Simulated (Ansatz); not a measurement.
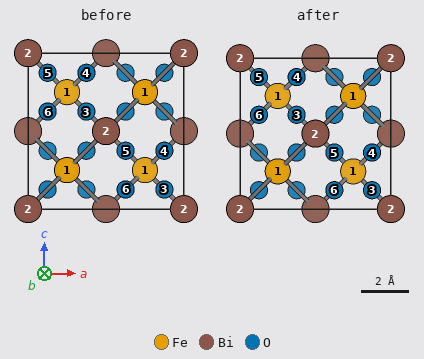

The structure of crystalline FeBiO$_{4}$ (a generated structure, set up in F-43m) (coarse preliminary run) before (left) and after (right) a relaxation, at one scale.

A ball-and-stick model of the conventional cell (4 times the calculation's cell), seen along the b axis. Lengths and directions refer to the drawn axes.

Theory: DFT PBE, scalar-relativistic, plane waves, PAW (Ansatz). (plane-wave cutoff 420 eV; k-point mesh 4 × 4 × 4; occupations gaussian; smearing width 0.1 eV; collinear spin; cell and atoms relaxed; force threshold 0.04 eV/Å; at most 70 steps)

### Describe what moved and what it gained.

The largest moves relative to the cell, 0.007 Å, are those of O3, O4, O5 and O6. O4 goes along [1 −1 1]. Bi and Fe stay in place. The volume changes by −9.4 %, with a = b = c 6.712 → 6.496 Å (−3.2 %). Near-neighbour distances that change, for instance: Fe1–Bi2 2.906 → 2.813 Å. The space group stays F-43m (No. 216). The energy falls by 39.6 meV per atom in 4 accepted moves (6 points after the start). The largest force component goes from 0.018 to 0.00075 eV/Å. The pressure goes from −9.69 to −0.04 GPa. At 2 points the geometry stayed and the basis and grid were re-selected for the new cell (energy shift of 3.2 meV per atom at most each time). Cost: 39 s on 1 thread of Intel(R) Xeon(R) Platinum 8259CL CPU @ 2.50GHz (Skylake/Cascade Lake), on a shared host, peak memory 0.41 GiB.
